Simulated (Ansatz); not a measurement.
Ta (Fmmm, No. 69): coordinates from a relaxation with DFT PBEsol, scalar-relativistic, plane waves, PAW (Ansatz 0.2.0); the starting structure was generated, so it need not be a known form of this composition.

```
Ta
1.0
     3.11052    0.00000    0.00000
     0.00000    4.73083    0.00000
     0.00000    0.00000   10.03196
Ta
8
Cartesian
  0.0000 0.0000 1.3553
  1.5553 0.0000 3.6607
  0.0000 2.3654 6.3713
  1.5553 2.3654 8.6767
  1.5553 0.0000 6.3713
  0.0000 0.0000 8.6767
  1.5553 2.3654 1.3553
  0.0000 2.3654 3.6607
```

Q: What will a dark-field STEM-like image along [110] show? The image is simulated as a sum over atoms of Z^1.7, blurred by a 1.30 Å probe (no channelling). Shot noise and the speckle of an amorphous layer were added.

A: The columns repeat on a centred rectangular net of 2.60 × 10.03 Å (plane group c2mm). All columns are alike (Ta). The shortest distance between visible columns is 2.60 Å in projection. Along the beam the structure repeats every 2.83 Å.

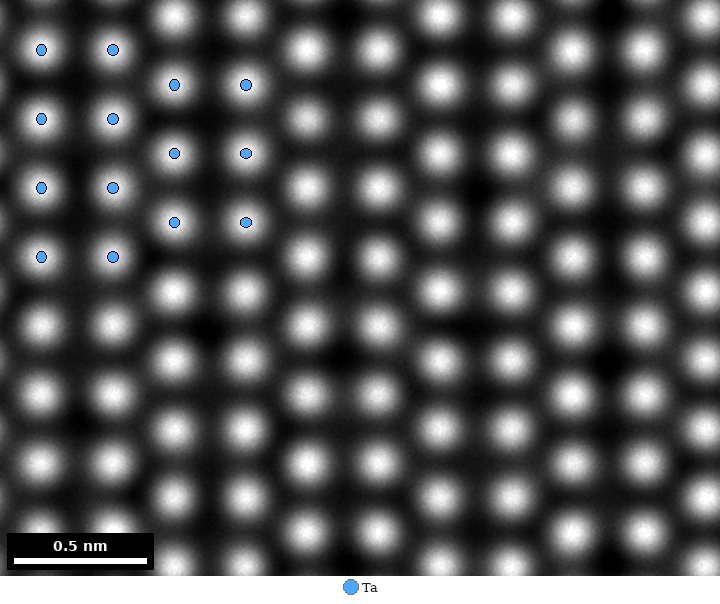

The simulated image, with the columns of the model marked in one corner.
